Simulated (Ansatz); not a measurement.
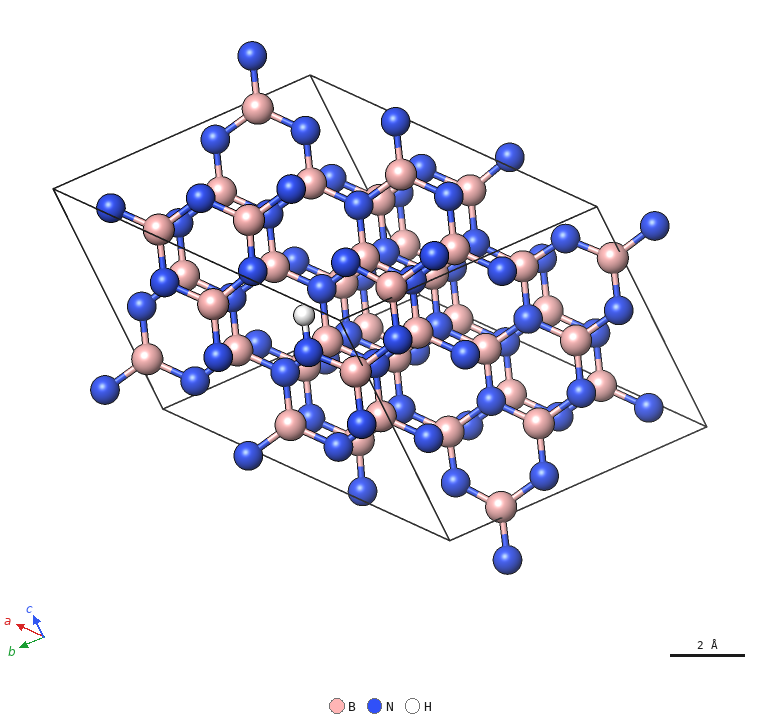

Figure 1. The input geometry (ball-and-stick view of the cell of the calculation, seen at an oblique angle; bonded neighbours outside the cell are drawn too). An atom can appear more than once, as a periodic image.

## B$_{31}$HN$_{32}$ (charge −1): geometry relaxation (part 1 of 4)

The run: geometry relaxation of B$_{31}$HN$_{32}$ (defect cell, 64 atoms in the cell, total charge −1). Method and program: DFT PBE+D3(BJ), scalar-relativistic, plane waves, PAW, spin-polarised (Ansatz 0.2.0).

The structure derives from an entry of the Crystallography Open Database.

The program's output
```
Engine: ansatz 0.2.0, x86_64-unknown-linux-gnu
Pseudopotentials: kind: paw
Pseudopotential: B, paw, valence charge 3, recommended cutoff 420 eV (normal), B.paw.azcp
Pseudopotential: N, paw, valence charge 5, recommended cutoff 420 eV (normal), N.paw.azcp
Pseudopotential: H, paw, valence charge 1, recommended cutoff 420 eV (normal), H.paw.azcp
Functional definition: PBE
  parameter kappa = 0.804
  parameter beta = 0.06672455060314922
  exchange = pbe_x(kappa = kappa, mu = beta*pi^2/3)
  correlation = pbe_c(beta = beta)
Crystal: 64 atoms, lattice volume = 575.748 Å³
Basis set: ecut = 420 eV, 11305 PW (Γ), exchange–correlation on 120×128×128 points (8 copies of the dense FFT grid, shifted against one another)
Bands: 192, of which v1, the nominal top of the filled ones, is band 128 counted from 1 (127 counted from 0)
Symmetry: 1 space group operations
Space group: P1 (ITA 1), of the structure as read, at distance tolerance 8.3e-5 Å
Magnetic group: BNS 1.1 (UNI 1), of the structure as read, at distance tolerance 8.3e-5 Å
k-points: 8
Non-local potential: B, projectors of the file, l = 0: 2, l = 1: 2, l = 2: 1
Non-local potential: N, projectors of the file, l = 0: 2, l = 1: 2, l = 2: 1
Non-local potential: H, projectors of the file, l = 0: 2, l = 1: 1
PAW form: soft (Blöchl's): semilocal exchange-correlation on the pseudo side does not see the compensation charge
PAW one-centre angular grid: B, 110 points (default); XC on 64 Gauss nodes
PAW one-centre angular grid: N, 110 points (default); XC on 64 Gauss nodes
PAW one-centre angular grid: H, 110 points (default); XC on 64 Gauss nodes
Starting moments: Σ|m| = 1 μB on 1 of 64 sites
Initial wavefunctions: pseudopotential atomic-orbital guess
Functional: x = pbe(κ = 0.804, μ = 0.2195149727645171), c = pbe(β = 0.06672455060314922)
SCF iter   1: F=—  HF=-17252.307675 eV  |F-HF|=—  |Δ(HF+E_count)|=         —  Δρ=7.22e-2 (↑7.22e-2 ↓7.10e-2)  dr2=1.13e2  dr2_m=7.51e-1  M=1.000 μB ∫|m|=1.131 μB  β_m=0.30  ethr=3.10e-3  ⟨swp⟩=6.0  Hψ=13633  notcnv=0  defer=263
preconditioner: auto → Resta (q_TF=auto, 2.382 Å⁻¹)  ε∞=3.2  [insulator: Δε(μ)=0.049 eV  Ē_g=16.808 eV  σ=0.010 eV  W_gap=1.00  n_scr=128 (ndim 8)  ℏωp=24.7 eV  f_vac=0.000  D(μ)=0.08/eV (n_scr^D=0)  ε∞_Penn≈3.2]
spin=Collinear: Resta preconditioning applied to the charge; magnetization (m = ρ↑ − ρ↓) channel mixes plain (no charge-response kernel on spin).
SCF iter   2: F=—  HF=-17226.475670 eV  |F-HF|=—  |Δ(HF+E_count)|=    2.58e1  Δρ=4.21e-2 (↑4.21e-2 ↓4.16e-2)  dr2=3.76e1  dr2_m=3.95e-1  M=1.000 μB ∫|m|=1.109 μB  β_m=0.30  ethr=3.10e-3  ⟨swp⟩=2.0  Hψ=5649  notcnv=0  defer=922
SCF iter   3: F=—  HF=-17214.838609 eV  |F-HF|=—  |Δ(HF+E_count)|=    1.16e1  Δρ=2.02e-2 (↑1.95e-2 ↓2.02e-2)  dr2=5.65e0  dr2_m=2.00e-1  M=1.000 μB ∫|m|=1.102 μB  β_m=0.30  ethr=3.10e-3  ⟨swp⟩=2.6  Hψ=4311  notcnv=0  defer=922
SCF iter   4: F=—  HF=-17213.160075 eV  |F-HF|=—  |Δ(HF+E_count)|=    1.68e0  Δρ=5.70e-3 (↑5.29e-3 ↓5.70e-3)  dr2=1.66e-1  dr2_m=1.11e-1  M=1.000 μB ∫|m|=1.101 μB  β_m=0.30  ethr=2.22e-3  ⟨swp⟩=2.7  Hψ=5419  notcnv=0  defer=952
SCF iter   5: F=—  HF=-17213.261480 eV  |F-HF|=—  |Δ(HF+E_count)|=   1.01e-1  Δρ=4.34e-3 (↑4.07e-3 ↓4.34e-3)  dr2=8.60e-2  dr2_m=6.36e-2  M=1.000 μB ∫|m|=1.100 μB  β_m=0.30  ethr=6.50e-5  ⟨swp⟩=2.0  Hψ=3501  notcnv=0  defer=952
SCF iter   6: F=—  HF=-17213.362858 eV  |F-HF|=—  |Δ(HF+E_count)|=   1.01e-1  Δρ=2.75e-3 (↑2.75e-3 ↓2.63e-3)  dr2=4.13e-3  dr2_m=3.69e-2  M=1.000 μB ∫|m|=1.102 μB  β_m=0.30  ethr=3.37e-5  ⟨swp⟩=2.7  Hψ=3913  notcnv=0  defer=952
SCF iter   7: F=—  HF=-17213.383384 eV  |F-HF|=—  |Δ(HF+E_count)|=   2.05e-2  Δρ=2.06e-3 (↑2.06e-3 ↓2.00e-3)  dr2=1.80e-3  dr2_m=2.11e-2  M=1.000 μB ∫|m|=1.105 μB  β_m=0.30  ethr=1.62e-6  ⟨swp⟩=2.5  Hψ=5044  notcnv=0  defer=952
Mixer restart at iter 7: flushing history
spin-set hold released at iteration 7 (site moments contracting): the magnetisation degrees of freedom join the quasi-Newton model from the next iteration; the mixer history was flushed
SCF iter   8: F=—  HF=-17213.394571 eV  |F-HF|=—  |Δ(HF+E_count)|=   1.12e-2  Δρ=1.55e-3 (↑1.55e-3 ↓1.53e-3)  dr2=9.80e-4  dr2_m=1.21e-2  M=1.000 μB ∫|m|=1.107 μB  β_m=0.65  ethr=7.07e-7  ⟨swp⟩=2.9  Hψ=4630  notcnv=0  defer=952
SCF iter   9: F=—  HF=-17213.410388 eV  |F-HF|=—  |Δ(HF+E_count)|=   1.58e-2  Δρ=3.22e-4 (↑1.52e-4 ↓3.22e-4)  dr2=1.14e-3  dr2_m=1.45e-4  M=1.000 μB ∫|m|=1.121 μB  β_m=0.56  ethr=3.85e-7  ⟨swp⟩=3.0  Hψ=5899  notcnv=0  defer=952
SCF iter  10: F=—  HF=-17213.410299 eV  |F-HF|=—  |Δ(HF+E_count)|=   8.82e-5  Δρ=1.14e-4 (↑9.85e-5 ↓1.14e-4)  dr2=6.68e-5  dr2_m=4.74e-5  M=1.000 μB ∫|m|=1.122 μB  β_m=0.68  ethr=3.85e-7  ⟨swp⟩=2.1  Hψ=4399  notcnv=0  defer=952
SCF iter  11: F=—  HF=-17213.410347 eV  |F-HF|=—  |Δ(HF+E_count)|=   4.76e-5  Δρ=3.75e-5 (↑2.85e-5 ↓3.75e-5)  dr2=4.25e-6  dr2_m=4.93e-6  M=1.000 μB ∫|m|=1.123 μB  β_m=0.84  ethr=6.13e-9  ⟨swp⟩=30.2  Hψ=39019  notcnv=0
SCF iter  12: F=-17213.410354 eV  HF=-17213.410355 eV  |F-HF|=1.54e-6  |Δ(HF+E_count)|=   8.34e-6  Δρ=1.32e-5 (↑1.32e-5 ↓9.05e-6)  dr2=2.26e-6  dr2_m=1.33e-7  M=1.000 μB ∫|m|=1.124 μB  ethr=1.67e-9  ⟨swp⟩=11.6  Hψ=22073  notcnv=0
SCF 1 converged in 12 iterations: F = -17213.410354 eV  dr2 = 2.26e-6
  greatest PAW one-centre occupation: 0.816 electrons in one spin orbital (limit 2), on the N atom at site 55 (counted from 0), in its partial waves of l = 0
relax step   1: F+E_penalty+E_count = -17213.41035377 eV  Δ(F+E_penalty+E_count) = +0.000e0 eV  max|allowed force component| = 8.810e-1 eV/Å  Δτ_max = 0.0000 Å  (12 SCF iters, dr2 threshold 1.56e-5 eV, accepted)
Initial density: handed on by an earlier stage of this run
Starting moments: Σ|m| = 1 μB on 1 of 64 sites; this step starts from the density that it was given
Initial wavefunctions: those handed on with the density
iter 1 solved again at ethr=4.81e-6 eV; its pass at ethr=3.10e-3 eV (dr2=1.23e-2 eV) is discarded
SCF iter   1: F=—  HF=-17213.436500 eV  |F-HF|=—  |Δ(HF+E_count)|=         —  Δρ=1.05e-3 (↑1.02e-3 ↓1.05e-3)  dr2=1.29e-2  dr2_m=4.00e-4  M=1.000 μB ∫|m|=1.124 μB  β_m=0.30  ethr=4.81e-6  ⟨swp⟩=2.6  Hψ=8602  notcnv=0  defer=954
preconditioner: auto → Resta (q_TF=auto, 2.382 Å⁻¹)  ε∞=3.5  [insulator: Δε(μ)=1.094 eV  Ē_g=15.748 eV  σ=0.010 eV  W_gap=1.00  n_scr=128 (ndim 8)  ℏωp=24.7 eV  f_vac=0.019  D(μ)=0.00/eV (n_scr^D=0)  ε∞_Penn≈3.5]
spin=Collinear: Resta preconditioning applied to the charge; magnetization (m = ρ↑ − ρ↓) channel mixes plain (no charge-response kernel on spin).
SCF iter   2: F=—  HF=-17213.435164 eV  |F-HF|=—  |Δ(HF+E_count)|=   1.34e-3  Δρ=7.43e-4 (↑7.21e-4 ↓7.43e-4)  dr2=6.07e-3  dr2_m=2.15e-4  M=1.000 μB ∫|m|=1.124 μB  β_m=0.62  ethr=4.81e-6  ⟨swp⟩=1.6  Hψ=2144  notcnv=0  defer=954
SCF iter   3: F=—  HF=-17213.434590 eV  |F-HF|=—  |Δ(HF+E_count)|=   5.73e-4  Δρ=2.01e-4 (↑1.17e-4 ↓2.01e-4)  dr2=5.54e-4  dr2_m=2.80e-5  M=1.000 μB ∫|m|=1.124 μB  β_m=0.57  ethr=2.38e-6  ⟨swp⟩=2.0  Hψ=3773  notcnv=0  defer=954
SCF iter   4: F=—  HF=-17213.434552 eV  |F-HF|=—  |Δ(HF+E_count)|=   3.82e-5  Δρ=1.15e-4 (↑5.36e-5 ↓1.15e-4)  dr2=1.86e-4  dr2_m=1.11e-5  M=1.000 μB ∫|m|=1.124 μB  β_m=0.56  ethr=2.17e-7  ⟨swp⟩=2.5  Hψ=3719  notcnv=0  defer=954
SCF iter   5: F=-17213.434537 eV  HF=-17213.434540 eV  |F-HF|=2.82e-6  |Δ(HF+E_count)|=   1.26e-5  Δρ=2.84e-5 (↑2.58e-5 ↓2.84e-5)  dr2=2.00e-5  dr2_m=5.53e-7  M=1.000 μB ∫|m|=1.124 μB  ethr=1.90e-8  ⟨swp⟩=18.4  Hψ=27876  notcnv=0
SCF 2 converged in 5 iterations: F = -17213.434537 eV  dr2 = 2.00e-5
  greatest PAW one-centre occupation: 0.817 electrons in one spin orbital (limit 2), on the N atom at site 55 (counted from 0), in its partial waves of l = 0
relax step   2: F+E_penalty+E_count = -17213.43453682 eV  Δ(F+E_penalty+E_count) = -2.418e-2 eV  max|allowed force component| = 4.102e-1 eV/Å  Δτ_max = 0.0162 Å  (5 SCF iters, dr2 threshold 4.85e-5 eV, accepted)
SCF iter   1: F=—  HF=-17213.443013 eV  |F-HF|=—  |Δ(HF+E_count)|=         —  Δρ=6.22e-4 (↑5.67e-4 ↓6.22e-4)  dr2=6.00e-3  dr2_m=2.30e-4  M=1.000 μB ∫|m|=1.124 μB  β_m=0.30  ethr=1.27e-5  ⟨swp⟩=3.0  Hψ=5868  notcnv=0  defer=954
preconditioner: auto → Resta (q_TF=auto, 2.382 Å⁻¹)  ε∞=3.5  [insulator: Δε(μ)=1.081 eV  Ē_g=15.749 eV  σ=0.010 eV  W_gap=1.00  n_scr=128 (ndim 8)  ℏωp=24.7 eV  f_vac=0.019  D(μ)=0.00/eV (n_scr^D=0)  ε∞_Penn≈3.5]
spin=Collinear: Resta preconditioning applied to the charge; magnetization (m = ρ↑ − ρ↓) channel mixes plain (no charge-response kernel on spin).
SCF iter   2: F=—  HF=-17213.442238 eV  |F-HF|=—  |Δ(HF+E_count)|=   7.75e-4  Δρ=4.10e-4 (↑3.69e-4 ↓4.10e-4)  dr2=2.22e-3  dr2_m=1.28e-4  M=1.000 μB ∫|m|=1.124 μB  β_m=0.52  ethr=2.35e-6  ⟨swp⟩=2.0  Hψ=3794  notcnv=0  defer=954
SCF iter   3: F=—  HF=-17213.441993 eV  |F-HF|=—  |Δ(HF+E_count)|=   2.45e-4  Δρ=1.01e-4 (↑8.44e-5 ↓1.01e-4)  dr2=9.37e-5  dr2_m=1.08e-5  M=1.000 μB ∫|m|=1.124 μB  β_m=0.55  ethr=8.70e-7  ⟨swp⟩=2.0  Hψ=3774  notcnv=0  defer=954
SCF iter   4: F=—  HF=-17213.442016 eV  |F-HF|=—  |Δ(HF+E_count)|=   2.36e-5  Δρ=5.21e-5 (↑2.77e-5 ↓5.21e-5)  dr2=2.97e-5  dr2_m=3.25e-6  M=1.000 μB ∫|m|=1.125 μB  β_m=0.63  ethr=3.67e-8  ⟨swp⟩=2.5  Hψ=3936  notcnv=0  defer=954
SCF iter   5: F=—  HF=-17213.442022 eV  |F-HF|=—  |Δ(HF+E_count)|=   5.94e-6  Δρ=3.97e-5 (↑1.77e-5 ↓3.97e-5)  dr2=2.17e-5  dr2_m=1.25e-6  M=1.000 μB ∫|m|=1.125 μB  β_m=0.54  ethr=4.12e-9  ⟨swp⟩=19.6  Hψ=26734  notcnv=0
SCF iter   6: F=-17213.442021 eV  HF=-17213.442021 eV  |F-HF|=1.25e-7  |Δ(HF+E_count)|=   1.02e-6  Δρ=6.39e-6 (↑4.92e-6 ↓6.39e-6)  dr2=7.66e-7  dr2_m=2.40e-8  M=1.000 μB ∫|m|=1.125 μB  ethr=4.12e-9  ⟨swp⟩=8.8  Hψ=19303  notcnv=0
SCF 3 converged in 6 iterations: F = -17213.442021 eV  dr2 = 7.66e-7
  greatest PAW one-centre occupation: 0.818 electrons in one spin orbital (limit 2), on the N atom at site 59 (counted from 0), in its partial waves of l = 0
relax step   3: F+E_penalty+E_count = -17213.44202146 eV  Δ(F+E_penalty+E_count) = -7.485e-3 eV  max|allowed force component| = 7.263e-2 eV/Å  Δτ_max = 0.0108 Å  (6 SCF iters, dr2 threshold 1.05e-5 eV, accepted)
SCF iter   1: F=—  HF=-17213.442318 eV  |F-HF|=—  |Δ(HF+E_count)|=         —  Δρ=2.05e-4 (↑1.79e-4 ↓2.05e-4)  dr2=4.89e-4  dr2_m=3.84e-5  M=1.000 μB ∫|m|=1.125 μB  β_m=0.30  ethr=2.97e-6  ⟨swp⟩=2.1  Hψ=5867  notcnv=0  defer=954
preconditioner: auto → Resta (q_TF=auto, 2.382 Å⁻¹)  ε∞=3.5  [insulator: Δε(μ)=1.075 eV  Ē_g=15.749 eV  σ=0.010 eV  W_gap=1.00  n_scr=128 (ndim 8)  ℏωp=24.7 eV  f_vac=0.019  D(μ)=0.00/eV (n_scr^D=0)  ε∞_Penn≈3.5]
spin=Collinear: Resta preconditioning applied to the charge; magnetization (m = ρ↑ − ρ↓) channel mixes plain (no charge-response kernel on spin).
SCF iter   2: F=—  HF=-17213.442268 eV  |F-HF|=—  |Δ(HF+E_count)|=   5.00e-5  Δρ=1.42e-4 (↑1.24e-4 ↓1.42e-4)  dr2=2.06e-4  dr2_m=2.12e-5  M=1.000 μB ∫|m|=1.125 μB  β_m=0.58  ethr=1.92e-7  ⟨swp⟩=1.5  Hψ=3544  notcnv=0  defer=954
SCF iter   3: F=—  HF=-17213.442254 eV  |F-HF|=—  |Δ(HF+E_count)|=   1.37e-5  Δρ=2.57e-5 (↑2.09e-5 ↓2.57e-5)  dr2=5.56e-6  dr2_m=8.50e-7  M=1.000 μB ∫|m|=1.125 μB  β_m=0.59  ethr=8.09e-8  ⟨swp⟩=2.0  Hψ=3933  notcnv=0  defer=954
SCF iter   4: F=—  HF=-17213.442318 eV  |F-HF|=—  |Δ(HF+E_count)|=   6.40e-5  Δρ=7.60e-6 (↑7.14e-6 ↓7.60e-6)  dr2=7.54e-7  dr2_m=1.01e-7  M=1.000 μB ∫|m|=1.125 μB  β_m=0.75  ethr=2.18e-9  ⟨swp⟩=2.0  Hψ=4014  notcnv=0  defer=954
SCF iter   5: F=—  HF=-17213.442318 eV  |F-HF|=—  |Δ(HF+E_count)|=   3.66e-7  Δρ=4.29e-6 (↑2.15e-6 ↓4.29e-6)  dr2=2.44e-7  dr2_m=1.69e-8  M=1.000 μB ∫|m|=1.125 μB  β_m=0.70  ethr=2.96e-10  ⟨swp⟩=2.0  Hψ=4017  notcnv=0  defer=954
SCF iter   6: F=—  HF=-17213.442318 eV  |F-HF|=—  |Δ(HF+E_count)|=   7.38e-9  Δρ=2.99e-6 (↑1.19e-6 ↓2.99e-6)  dr2=1.19e-7  dr2_m=7.09e-9  M=1.000 μB ∫|m|=1.125 μB  β_m=0.60  ethr=3.92e-11  ⟨swp⟩=15.4  Hψ=20897  notcnv=0
SCF iter   7: F=-17213.442318 eV  HF=-17213.442318 eV  |F-HF|=6.44e-10  |Δ(HF+E_count)|=   2.60e-9  Δρ=6.83e-7 (↑5.39e-7 ↓6.83e-7)  dr2=8.66e-9  dr2_m=2.10e-10  M=1.000 μB ∫|m|=1.125 μB  ethr=3.92e-11  ⟨swp⟩=7.6  Hψ=13814  notcnv=0
SCF 4 converged in 7 iterations: F = -17213.442318 eV  dr2 = 8.66e-9
relax step   4: F+E_penalty+E_count = -17213.44231839 eV  Δ(F+E_penalty+E_count) = -2.969e-4 eV  max|allowed force component| = 1.048e-2 eV/Å  Δτ_max = 0.0044 Å  (7 SCF iters, accepted)
```

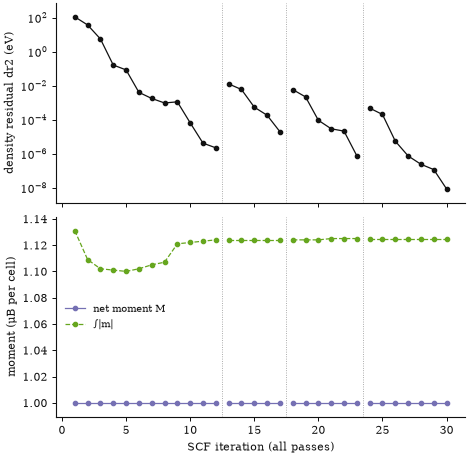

Figure 2. Convergence of the self-consistent field: density residual dr2 and magnetic moment against the SCF iteration. The dotted lines part the SCF passes of the relaxation: geometry steps, rejected trials and re-solves on a re-selected basis. The passes take 12, 5, 6 and 7 iterations. The net moment stays at 1.0 μB per cell.

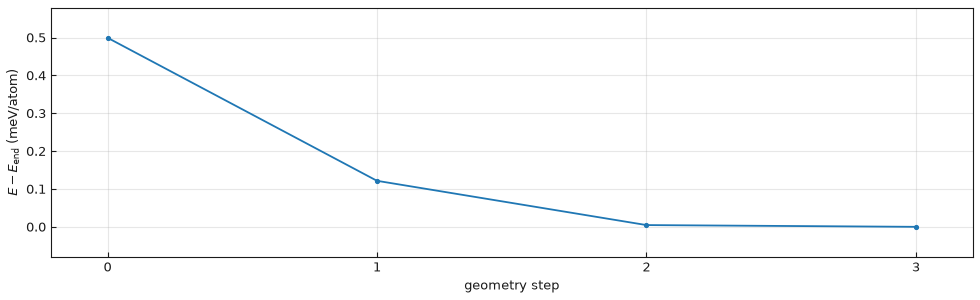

Figure 3. Progress of the relaxation, step by step (the first geometry is step 0 here and step 1 in the log).

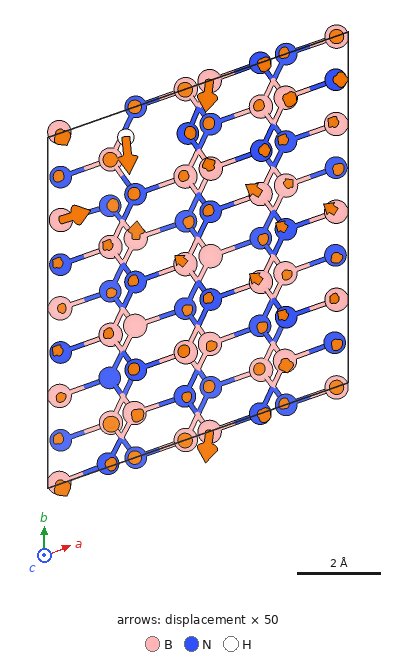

Figure 4. The starting structure with the displacements as orange arrows, magnified 50 times (ball-and-stick view of the cell of the calculation, along the c axis). The largest move is that of H64, 0.019 Å. Largest moves by element: H 0.019 Å, B 0.018 Å, N 0.009 Å. The lattice vectors keep their values. Among the contacts that change: B15–N56 1.420 → 1.408 Å, B12–N60 1.402 → 1.391 Å, B2–N50 1.452 → 1.462 Å, B15–N62 1.466 → 1.476 Å. The energy falls by 0.5 meV per atom in 3 geometry steps. Largest force component: 0.88 eV/Å at the start, 0.01 eV/Å at the end. (Atoms are counted from 1 in the order of the input.)

```
SCF converged after 7 iterations
Magnetization: 1.0000 μB (128.0000 up, 127.0000 down)
Absolute magnetization: 1.1265 μB (∫|ρ↑−ρ↓|, with the PAW one-centre terms)
Spin contamination: 0.0037 ħ² per cell (⟨S²⟩ above its minimum at these occupations)
```
